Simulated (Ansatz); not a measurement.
AlO₂: geometry relaxation (part 1 of 3)

The run: geometry relaxation of AlO₂ (Pnma, 12 atoms in the cell). Method and program: DFT PBE, scalar-relativistic, plane waves, PAW, spin-polarised (Ansatz 0.2.0).

The structure derives from an entry of the Crystallography Open Database. It belongs to a series of runs on one base structure; here: cell and atoms relaxed tightly for response. Figures and captions count atoms from 1; the log counts them from 0 in places.

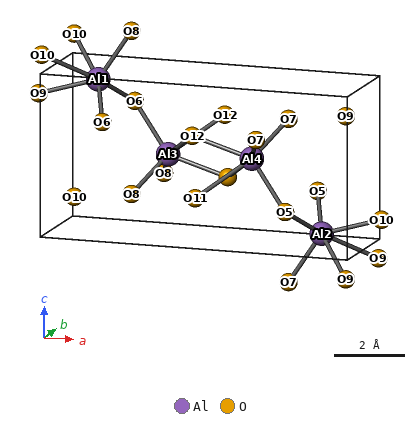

**Figure 1.** The input geometry (ball-and-stick view of the cell of the calculation, seen slightly off an axis; bonded neighbours outside the cell are drawn too; atoms are numbered from 1 in the order of the input). An atom can appear more than once, as a periodic image.

**The input**
```yaml
crystal:
  lattice:
    - [9.3490740712, 0.0, 0.0]
    - [0.0, 2.916959788, 0.0]
    - [0.0, 0.0, 4.8204042262]
  atoms:
    - { symbol: Al, position: [0.162898002, 0.25, 0.9579588574] }
    - { symbol: Al, position: [0.837101998, 0.75, 0.0420411426] }
    - { symbol: Al, position: [0.337101998, 0.75, 0.4579588574] }
    - { symbol: Al, position: [0.662898002, 0.25, 0.5420411426] }
    - { symbol: O, position: [0.7709720981, 0.25, 0.2300347538] }
    - { symbol: O, position: [0.2290279019, 0.75, 0.7699652462] }
    - { symbol: O, position: [0.7290279019, 0.75, 0.7300347538] }
    - { symbol: O, position: [0.2709720981, 0.25, 0.2699652462] }
    - { symbol: O, position: [0.9685710794, 0.25, 0.8453600931], spin: 0.91 }
    - { symbol: O, position: [0.0314289206, 0.75, 0.1546399069], spin: 0.91 }
    - { symbol: O, position: [0.5314289206, 0.75, 0.3453600931], spin: 0.91 }
    - { symbol: O, position: [0.4685710794, 0.25, 0.6546399069], spin: 0.91 }
basis:
  ecutwfc: 420
kpoints:
  mp_grid: { grid: [4, 12, 8] }
hamiltonian:
  xc: pbe
scf:
  occupations: { method: gaussian, width: 0.01 }
output:
  forces: true
  stress: true
  eigenvalues: true
  populations: true
magnetization:
  spin_polarized: true
relax:
  adjacent_minimum: "off"
  f_tol: 0.001
  max_steps: 60
  cell: { stress_tol: 0.01 }
```

Run as:
```bash
ansatz run input.yaml --threads 4 --pin off --max-ram 12288MiB --backend cpu --events-out ev --progress --plain --runs-dir out
```

**What the program printed**
```
Engine: ansatz 0.2.0, x86_64-unknown-linux-gnu
Pseudopotentials: kind: paw
Pseudopotential: Al, paw, valence charge 3, recommended cutoff 420 eV (normal), Al.paw.azcp
Pseudopotential: O, paw, valence charge 6, recommended cutoff 420 eV (normal), O.paw.azcp
Functional definition: PBE
  parameter kappa = 0.804
  parameter beta = 0.06672455060314922
  exchange = pbe_x(kappa = kappa, mu = beta*pi^2/3)
  correlation = pbe_c(beta = beta)
Crystal: 12 atoms, lattice volume = 131.457 Å³
Basis set: ecut = 420 eV, 2575 PW (Γ), exchange–correlation on 128×40×72 points (8 copies of the dense FFT grid, shifted against one another)
Bands: 44, of which v1, the nominal top of the filled ones, is band 30 counted from 1 (29 counted from 0)
Symmetry: 8 space group operations
Space group: Pnma (ITA 62), of the structure as read, at distance tolerance 5.1e-5 Å
Magnetic group: BNS 62.441 (UNI 539), of the structure as read, at distance tolerance 5.1e-5 Å
k-points: 105 of 384
Non-local potential: Al, projectors of the file, l = 0: 2, l = 1: 2, l = 2: 1
Non-local potential: O, projectors of the file, l = 0: 2, l = 1: 2, l = 2: 1
PAW form: soft (Blöchl's): semilocal exchange-correlation on the pseudo side does not see the compensation charge
PAW one-centre angular grid: Al, 110 points (default); XC on 64 Gauss nodes
PAW one-centre angular grid: O, 110 points (default); XC on 64 Gauss nodes
Initial density: superposition of atomic densities (chi_scale 0.1, normalization cell, long waves kept (reshape's long-wave potential 0.04 eV rms))
Starting moments: Σ|m| = 3.64 μB on 4 of 12 sites
Initial wavefunctions: pseudopotential atomic-orbital guess
Functional: x = pbe(κ = 0.804, μ = 0.2195149727645171), c = pbe(β = 0.06672455060314922)
SCF iter   1: F=—  HF=-6699.939542 eV  |F-HF|=—  |Δ(HF+E_count)|=         —  Δρ=6.78e-2 (↑6.03e-2 ↓6.78e-2)  dr2=1.84e1  dr2_m=7.95e-1  M=4.000 μB ∫|m|=4.090 μB  β_m=1.00  ethr=3.10e-3  ⟨swp⟩=6.7  Hψ=41701  notcnv=0  defer=109
preconditioner: auto → Resta (q_TF=auto, 2.394 Å⁻¹)  ε∞=3.3  [insulator: Δε(μ)=0.463 eV  Ē_g=16.724 eV  σ=0.010 eV  W_gap=1.00  n_scr=22 (ndim 8)  ℏωp=25.1 eV  f_vac=0.020  D(μ)=0.00/eV (n_scr^D=0)  ε∞_Penn≈3.3]
spin=Collinear: Resta preconditioning applied to the charge; magnetization (m = ρ↑ − ρ↓) channel mixes plain (no charge-response kernel on spin).
SCF iter   2: F=—  HF=-6696.082205 eV  |F-HF|=—  |Δ(HF+E_count)|=    3.86e0  Δρ=2.74e-2 (↑2.74e-2 ↓2.70e-2)  dr2=4.10e0  dr2_m=1.01e-2  M=4.000 μB ∫|m|=4.140 μB  β_m=1.00  ethr=3.10e-3  ⟨swp⟩=2.4  Hψ=18603  notcnv=0  defer=1883
SCF iter   3: F=—  HF=-6695.241431 eV  |F-HF|=—  |Δ(HF+E_count)|=   8.41e-1  Δρ=1.66e-2 (↑1.56e-2 ↓1.66e-2)  dr2=6.62e-1  dr2_m=7.84e-3  M=4.000 μB ∫|m|=4.154 μB  β_m=0.30  ethr=3.10e-3  ⟨swp⟩=2.3  Hψ=16560  notcnv=0  defer=1843
SCF iter   4: F=—  HF=-6695.220559 eV  |F-HF|=—  |Δ(HF+E_count)|=   2.09e-2  Δρ=6.10e-3 (↑6.10e-3 ↓4.07e-3)  dr2=1.46e-1  dr2_m=2.77e-3  M=4.000 μB ∫|m|=4.155 μB  β_m=1.00  ethr=1.10e-3  ⟨swp⟩=2.5  Hψ=14294  notcnv=0  defer=1843
SCF iter   5: F=—  HF=-6695.237742 eV  |F-HF|=—  |Δ(HF+E_count)|=   1.72e-2  Δρ=2.91e-3 (↑2.91e-3 ↓2.30e-3)  dr2=2.73e-2  dr2_m=9.32e-4  M=4.000 μB ∫|m|=4.164 μB  β_m=0.30  ethr=2.44e-4  ⟨swp⟩=2.8  Hψ=12611  notcnv=0  defer=1844
SCF iter   6: F=—  HF=-6695.257510 eV  |F-HF|=—  |Δ(HF+E_count)|=   1.98e-2  Δρ=1.62e-3 (↑1.36e-3 ↓1.62e-3)  dr2=3.50e-3  dr2_m=1.35e-3  M=4.000 μB ∫|m|=4.164 μB  β_m=0.30  ethr=4.55e-5  ⟨swp⟩=3.1  Hψ=15584  notcnv=0  defer=1838
Mixer restart at iter 6: flushing history
spin-set hold released at iteration 6 (site moments contracting): the magnetisation degrees of freedom join the quasi-Newton model from the next iteration; the mixer history was flushed
SCF iter   7: F=—  HF=-6695.266442 eV  |F-HF|=—  |Δ(HF+E_count)|=   8.93e-3  Δρ=1.16e-3 (↑1.02e-3 ↓1.16e-3)  dr2=2.19e-3  dr2_m=7.27e-4  M=4.000 μB ∫|m|=4.166 μB  β_m=0.65  ethr=5.83e-6  ⟨swp⟩=2.0  Hψ=9110  notcnv=0  defer=1838
SCF iter   8: F=—  HF=-6695.276427 eV  |F-HF|=—  |Δ(HF+E_count)|=   9.99e-3  Δρ=1.70e-4 (↑1.31e-4 ↓1.70e-4)  dr2=1.40e-4  dr2_m=1.25e-5  M=4.000 μB ∫|m|=4.172 μB  β_m=0.82  ethr=3.64e-6  ⟨swp⟩=2.5  Hψ=15045  notcnv=0  defer=1838
SCF iter   9: F=—  HF=-6695.276572 eV  |F-HF|=—  |Δ(HF+E_count)|=   1.45e-4  Δρ=1.21e-4 (↑1.05e-4 ↓1.21e-4)  dr2=6.71e-5  dr2_m=8.30e-7  M=4.000 μB ∫|m|=4.173 μB  β_m=0.75  ethr=2.34e-7  ⟨swp⟩=2.0  Hψ=13677  notcnv=0  defer=1838
SCF iter  10: F=—  HF=-6695.276645 eV  |F-HF|=—  |Δ(HF+E_count)|=   7.33e-5  Δρ=5.81e-5 (↑4.07e-5 ↓5.81e-5)  dr2=9.73e-6  dr2_m=4.08e-7  M=4.000 μB ∫|m|=4.173 μB  β_m=0.65  ethr=1.12e-7  ⟨swp⟩=2.1  Hψ=12655  notcnv=0  defer=1838
SCF iter  11: F=—  HF=-6695.276645 eV  |F-HF|=—  |Δ(HF+E_count)|=   9.17e-8  Δρ=1.40e-5 (↑9.28e-6 ↓1.40e-5)  dr2=3.13e-7  dr2_m=1.01e-7  M=4.000 μB ∫|m|=4.173 μB  β_m=0.71  ethr=1.62e-8  ⟨swp⟩=2.0  Hψ=11896  notcnv=0  defer=1838
SCF iter  12: F=—  HF=-6695.276645 eV  |F-HF|=—  |Δ(HF+E_count)|=   2.93e-7  Δρ=6.47e-6 (↑6.47e-6 ↓4.18e-6)  dr2=3.63e-8  dr2_m=2.34e-8  M=4.000 μB ∫|m|=4.173 μB  β_m=0.82  ethr=1.67e-10  ⟨swp⟩=13.6  Hψ=51485  notcnv=0
SCF iter  13: F=-6695.276645 eV  HF=-6695.276645 eV  |F-HF|=1.43e-9  |Δ(HF+E_count)|=   5.97e-8  Δρ=1.06e-6 (↑7.04e-7 ↓1.06e-6)  dr2=1.27e-9  dr2_m=7.07e-10  M=4.000 μB ∫|m|=4.173 μB  ethr=6.05e-11  ⟨swp⟩=4.2  Hψ=28146  notcnv=0
SCF 1 converged in 13 iterations: F = -6695.276645 eV  dr2 = 1.27e-9
  greatest PAW one-centre occupation: 0.883 electrons in one spin orbital (limit 2), on the O atom at site 11 (counted from 0), in its partial waves of l = 0
relax step   1: F+E_penalty+E_count = -6695.27664545 eV  Δ(F+E_penalty+E_count) = +0.000e0 eV  max|allowed force component| = 4.009e-3 eV/Å  Δτ_max = 0.0000 Å  P = -0.005 GPa  Ω = 131.457 Å³  (13 SCF iters, dr2 threshold 1.00e-7 eV, accepted)
Crystal: 12 atoms, lattice volume = 131.461 Å³
Initial density: handed on by an earlier stage of this run
Starting moments: Σ|m| = 3.64 μB on 4 of 12 sites; this step starts from the density that it was given
Initial wavefunctions: those handed on with the density
iter 1 solved again at ethr=4.63e-9 eV; its pass at ethr=3.10e-3 eV (dr2=2.78e-6 eV) is discarded
SCF iter   1: F=—  HF=-6695.276636 eV  |F-HF|=—  |Δ(HF+E_count)|=         —  Δρ=3.30e-5 (↑2.66e-5 ↓3.30e-5)  dr2=2.63e-6  dr2_m=3.32e-7  M=4.000 μB ∫|m|=4.173 μB  β_m=0.30  ethr=4.63e-9  ⟨swp⟩=3.2  Hψ=39201  notcnv=0
preconditioner: auto → Resta (q_TF=auto, 2.394 Å⁻¹)  ε∞=3.4  [insulator: Δε(μ)=0.141 eV  Ē_g=16.074 eV  σ=0.010 eV  W_gap=1.00  n_scr=22 (ndim 8)  ℏωp=25.1 eV  f_vac=0.086  D(μ)=0.00/eV (n_scr^D=0)  ε∞_Penn≈3.4]
spin=Collinear: Resta preconditioning applied to the charge; magnetization (m = ρ↑ − ρ↓) channel mixes plain (no charge-response kernel on spin).
SCF iter   2: F=—  HF=-6695.276635 eV  |F-HF|=—  |Δ(HF+E_count)|=   1.26e-7  Δρ=2.33e-5 (↑1.95e-5 ↓2.33e-5)  dr2=1.31e-6  dr2_m=1.64e-7  M=4.000 μB ∫|m|=4.173 μB  β_m=0.64  ethr=4.39e-9  ⟨swp⟩=1.0  Hψ=9240  notcnv=0
SCF iter   3: F=—  HF=-6695.276635 eV  |F-HF|=—  |Δ(HF+E_count)|=   2.10e-8  Δρ=8.37e-6 (↑5.88e-6 ↓8.37e-6)  dr2=2.40e-7  dr2_m=6.68e-9  M=4.000 μB ∫|m|=4.173 μB  β_m=0.56  ethr=2.18e-9  ⟨swp⟩=2.3  Hψ=14809  notcnv=0
SCF iter   4: F=—  HF=-6695.276635 eV  |F-HF|=—  |Δ(HF+E_count)|=   3.55e-8  Δρ=1.85e-6 (↑1.40e-6 ↓1.85e-6)  dr2=7.12e-9  dr2_m=6.96e-10  M=4.000 μB ∫|m|=4.173 μB  β_m=0.77  ethr=3.99e-10  ⟨swp⟩=2.6  Hψ=13557  notcnv=0
SCF iter   5: F=-6695.276635 eV  HF=-6695.276635 eV  |F-HF|=1.96e-10  |Δ(HF+E_count)|=   2.82e-9  Δρ=3.08e-7 (↑3.08e-7 ↓2.99e-7)  dr2=2.60e-10  dr2_m=3.53e-11  M=4.000 μB ∫|m|=4.173 μB  ethr=1.03e-11  ⟨swp⟩=5.5  Hψ=28894  notcnv=0
SCF 2 converged in 5 iterations: F = -6695.276635 eV  dr2 = 2.60e-10
relax step   2: F+E_penalty+E_count = -6695.27663539 eV  Δ(F+E_penalty+E_count) = +1.006e-5 eV  max|allowed force component| = 3.370e-3 eV/Å  Δτ_max = 0.0004 Å  P = -0.002 GPa  Ω = 131.461 Å³  energy of the carried Pulay correction = -1.992e-5 eV  (5 SCF iters, dr2 threshold 6.19e-9 eV, accepted)
Crystal: 12 atoms, lattice volume = 131.463 Å³
iter 1 solved again at ethr=2.77e-9 eV; its pass at ethr=3.10e-3 eV (dr2=1.66e-6 eV) is discarded
SCF iter   1: F=—  HF=-6695.276626 eV  |F-HF|=—  |Δ(HF+E_count)|=         —  Δρ=3.80e-5 (↑2.41e-5 ↓3.80e-5)  dr2=1.69e-6  dr2_m=5.71e-7  M=4.000 μB ∫|m|=4.173 μB  β_m=0.30  ethr=2.77e-9  ⟨swp⟩=2.2  Hψ=34623  notcnv=0
spin=Collinear: Resta preconditioning applied to the charge; magnetization (m = ρ↑ − ρ↓) channel mixes plain (no charge-response kernel on spin).
SCF iter   2: F=—  HF=-6695.276626 eV  |F-HF|=—  |Δ(HF+E_count)|=   1.13e-7  Δρ=2.76e-5 (↑1.78e-5 ↓2.76e-5)  dr2=8.87e-7  dr2_m=3.07e-7  M=4.000 μB ∫|m|=4.173 μB  β_m=0.65  ethr=2.77e-9  ⟨swp⟩=1.0  Hψ=9240  notcnv=0
SCF iter   3: F=—  HF=-6695.276626 eV  |F-HF|=—  |Δ(HF+E_count)|=   2.05e-7  Δρ=4.44e-6 (↑3.17e-6 ↓4.44e-6)  dr2=5.79e-8  dr2_m=1.80e-9  M=4.000 μB ∫|m|=4.173 μB  β_m=0.58  ethr=1.48e-9  ⟨swp⟩=2.6  Hψ=15079  notcnv=0
SCF iter   4: F=—  HF=-6695.276626 eV  |F-HF|=—  |Δ(HF+E_count)|=   7.28e-9  Δρ=1.38e-6 (↑1.08e-6 ↓1.38e-6)  dr2=3.70e-9  dr2_m=2.81e-10  M=4.000 μB ∫|m|=4.173 μB  β_m=0.68  ethr=9.64e-11  ⟨swp⟩=2.4  Hψ=13548  notcnv=0
SCF iter   5: F=-6695.276626 eV  HF=-6695.276626 eV  |F-HF|=3.09e-10  |Δ(HF+E_count)|=   2.09e-9  Δρ=3.28e-7 (↑2.90e-7 ↓3.28e-7)  dr2=2.66e-10  dr2_m=1.93e-11  M=4.000 μB ∫|m|=4.173 μB  ethr=1.18e-12  ⟨swp⟩=4.5  Hψ=28381  notcnv=0
SCF 3 converged in 5 iterations: F = -6695.276626 eV  dr2 = 2.66e-10
relax step   3: F+E_penalty+E_count = -6695.27662605 eV  Δ(F+E_penalty+E_count) = +9.338e-6 eV  max|allowed force component| = 2.024e-3 eV/Å  Δτ_max = 0.0004 Å  P = -0.001 GPa  Ω = 131.463 Å³  energy of the carried Pulay correction = -3.173e-5 eV  (5 SCF iters, dr2 threshold 7.10e-10 eV, accepted)
Crystal: 12 atoms, lattice volume = 131.466 Å³
iter 1 solved again at ethr=8.83e-9 eV; its pass at ethr=3.10e-3 eV (dr2=5.30e-6 eV) is discarded
SCF iter   1: F=—  HF=-6695.276617 eV  |F-HF|=—  |Δ(HF+E_count)|=         —  Δρ=6.31e-5 (↑4.34e-5 ↓6.31e-5)  dr2=5.51e-6  dr2_m=1.53e-6  M=4.000 μB ∫|m|=4.173 μB  β_m=0.30  ethr=8.83e-9  ⟨swp⟩=2.4  Hψ=34256  notcnv=0
spin=Collinear: Resta preconditioning applied to the charge; magnetization (m = ρ↑ − ρ↓) channel mixes plain (no charge-response kernel on spin).
SCF iter   2: F=—  HF=-6695.276617 eV  |F-HF|=—  |Δ(HF+E_count)|=   8.79e-8  Δρ=4.60e-5 (↑3.19e-5 ↓4.60e-5)  dr2=2.93e-6  dr2_m=8.27e-7  M=4.000 μB ∫|m|=4.173 μB  β_m=0.65  ethr=8.83e-9  ⟨swp⟩=1.0  Hψ=9240  notcnv=0
SCF iter   3: F=—  HF=-6695.276617 eV  |F-HF|=—  |Δ(HF+E_count)|=   3.07e-7  Δρ=3.55e-6 (↑3.20e-6 ↓3.55e-6)  dr2=2.53e-8  dr2_m=1.48e-9  M=4.000 μB ∫|m|=4.173 μB  β_m=0.79  ethr=4.88e-9  ⟨swp⟩=2.3  Hψ=14023  notcnv=0
SCF iter   4: F=—  HF=-6695.276617 eV  |F-HF|=—  |Δ(HF+E_count)|=   1.51e-8  Δρ=1.59e-6 (↑1.15e-6 ↓1.59e-6)  dr2=7.58e-9  dr2_m=1.88e-10  M=4.000 μB ∫|m|=4.173 μB  β_m=0.70  ethr=4.22e-11  ⟨swp⟩=2.0  Hψ=14941  notcnv=0
SCF iter   5: F=—  HF=-6695.276617 eV  |F-HF|=—  |Δ(HF+E_count)|=  3.60e-10  Δρ=5.84e-7 (↑4.42e-7 ↓5.84e-7)  dr2=9.88e-10  dr2_m=2.78e-11  M=4.000 μB ∫|m|=4.173 μB  β_m=0.67  ethr=1.26e-11  ⟨swp⟩=2.2  Hψ=13581  notcnv=0
SCF iter   6: F=-6695.276617 eV  HF=-6695.276617 eV  |F-HF|=1.09e-10  |Δ(HF+E_count)|=  2.16e-10  Δρ=1.47e-7 (↑1.47e-7 ↓1.46e-7)  dr2=7.28e-11  dr2_m=2.40e-12  M=4.000 μB ∫|m|=4.173 μB  ethr=1.00e-12  ⟨swp⟩=4.5  Hψ=28002  notcnv=0
SCF 4 converged in 6 iterations: F = -6695.276617 eV  dr2 = 7.28e-11
relax step   4: F+E_penalty+E_count = -6695.27661722 eV  Δ(F+E_penalty+E_count) = +8.833e-6 eV  max|allowed force component| = 3.632e-4 eV/Å  Δτ_max = 0.0007 Å  P = +0.000 GPa  Ω = 131.466 Å³  energy of the carried Pulay correction = -4.229e-5 eV  (6 SCF iters, dr2 threshold 2.56e-10 eV, accepted)
Initial wavefunctions: pseudopotential atomic-orbital guess (no wavefunctions were taken with the density)
iter 1 solved again at ethr=1.35e-7 eV; its pass at ethr=3.10e-3 eV (dr2=8.08e-5 eV) is discarded
```
